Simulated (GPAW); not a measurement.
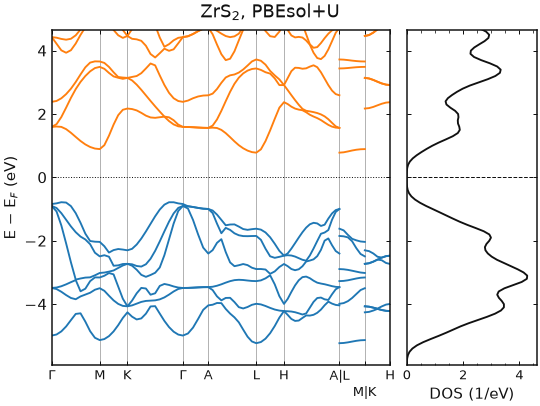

Band structure and density of states. Energies are counted from the Fermi level. The DOS curve is built from the levels of the k mesh with Gaussians 0.55 eV wide, which also blur the band edges; ripples of that width can come from the mesh.

**What lattice type does the k path imply?**

A hexagonal (primitive) lattice: the path Γ–M–K–Γ–A–L–H–A|L–M|K–H runs through the special points of its Brillouin zone.

System: CdI2-type ZrS2, space group P-3m1, 3 atoms in the cell; a = 3.691 Å, c = 6.041 Å (hexagonal axes).

Level of theory: PBEsol, Zr d U = 4 eV, PAW data sets generated in the run's folder for this functional, no spin polarisation, no spin-orbit coupling, 8×8×5 k mesh, 600 eV cutoff, Fermi-Dirac smearing of 0.05 eV; code GPAW.

**Is there a gap? Give its size, its kind and where the band edges lie.**

The bands leave a gap. The gap along this path is 1.56 eV and indirect, from the valence-band top between Γ and M to the conduction-band bottom at L; the smallest direct gap is 2.31 eV, between Γ and M. At Γ the top valence band lies only 0.06 eV lower.

**Where is the tallest peak of the filled states in the window?**

Within the window shown, the tallest peak of the filled states lies 2.3 eV under the valence-band top, at about 4.3 states per eV and cell.

**How much do the top valence band and the lowest conduction band disperse along the path?**

The top valence band spans 1.7 eV and the lowest conduction band 1.6 eV.

The cell is a database's computed one.
